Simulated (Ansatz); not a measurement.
Hf16HO32 (cell with a defect), 49 atoms, a = 8.55 Å, b = 8.55 Å, c = 9.58 Å, α = 107.89°, β = 110.86°, γ = 104.92°.

Spin-polarised.

All numbers below come from DFT PBE, scalar-relativistic, plane waves, PAW (Ansatz 0.2.0).

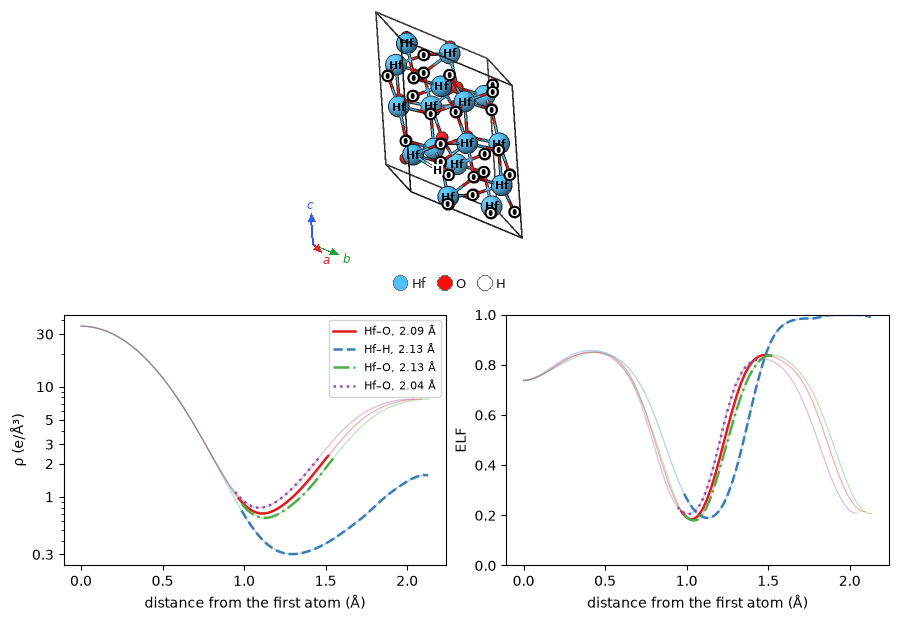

Hf16HO32 (cell with a defect). Valence electron density and electron localisation function along straight lines between neighbouring atoms. Thin, pale parts lie inside the atomic spheres. The structure is drawn too.

The density is the valence pseudo-density of a PAW calculation; it isn't the true density close to the nuclei.

### Compare the contacts.

Hf–O (2.09 Å): ρ at the midpoint is about 0.75 e/Å³; the ELF peaks at about 0.85 in the valence shell of O, 0.6 Å from its nucleus, and drops to about 0.20 between the two atoms; no localised pair shows between them.
Hf–H (2.13 Å): ρ at the midpoint is about 0.5 e/Å³; the ELF climbs to about 1 towards the hydrogen.
Hf–O (2.13 Å): ρ is about 0.68 e/Å³ halfway; the ELF peaks at about 0.85 in the valence shell of O, 0.6 Å from its nucleus, and drops to about 0.20 between the two atoms; no localised pair shows between them.
Hf–O (2.04 Å): ρ at the midpoint is about 0.86 e/Å³; the ELF peaks at about 0.80 in the valence shell of O, 0.6 Å from its nucleus, and drops to about 0.20 between the two atoms: no shared electron pair shows on this line.
